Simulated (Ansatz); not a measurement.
Cell and atoms:

```xyz
6
Lattice="3.1147 0.0000 0.0000 -1.5574 2.6974 0.0000 0.0000 0.0000 11.8943" Properties=species:S:1:pos:R:3 pbc="T T T"
W     0.0000    1.7983    8.9187
W     1.5574    0.8991    2.9756
S     0.0000    1.7983    1.4016
S     1.5574    0.8991    7.3448
S     0.0000    1.7983    4.5495
S     1.5574    0.8991   10.4926
```

> Describe what this structure looks like.

It has the composition WS2. Within 0.01 Å the space group is P6_3/mmc (No. 194), primitive hexagonal: 2H molybdenite (MoS₂) type. Counting shared atoms by their share gives 2 W, 4 S, or 6 atoms. The W atoms are each bonded to six S in a trigonal prismatic arrangement at 2.39 Å. About every S there are three W in a trigonal pyramidal arrangement at 2.39 Å. Not all metal-metal contacts are counted. The bonds build WS2 layers parallel to (001).

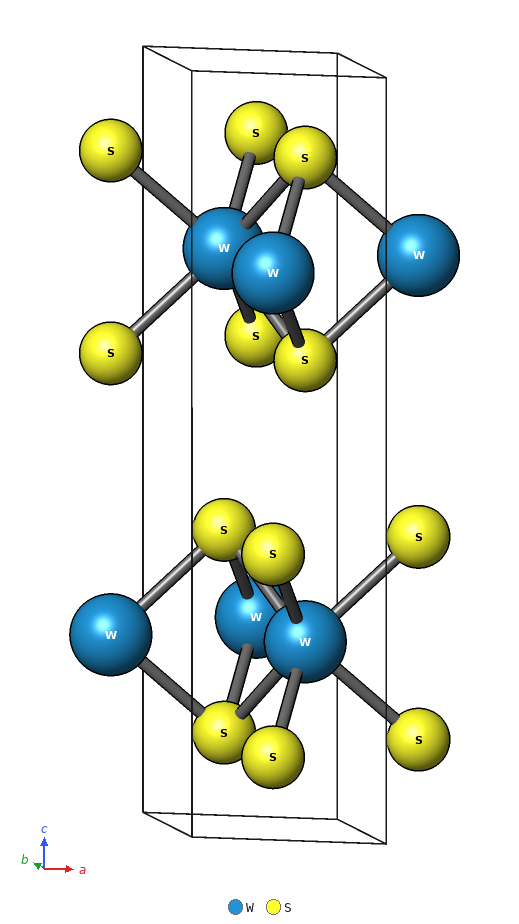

Shown here is a ball-and-stick view of the crystal, taken slightly off an axis. Thin lines show the unit cell, with boundary atoms drawn in all their periodic places. Bonded neighbours in the next cells are drawn too. Colours: tungsten blue, sulfur yellow.

The structure was taken from a structure listed in the Materials Project. The cell was then strained or its atoms displaced on purpose. The atoms were relaxed in a fixed cell with DFT PBEsol+D3(BJ), scalar-relativistic, plane waves, PAW (Ansatz).
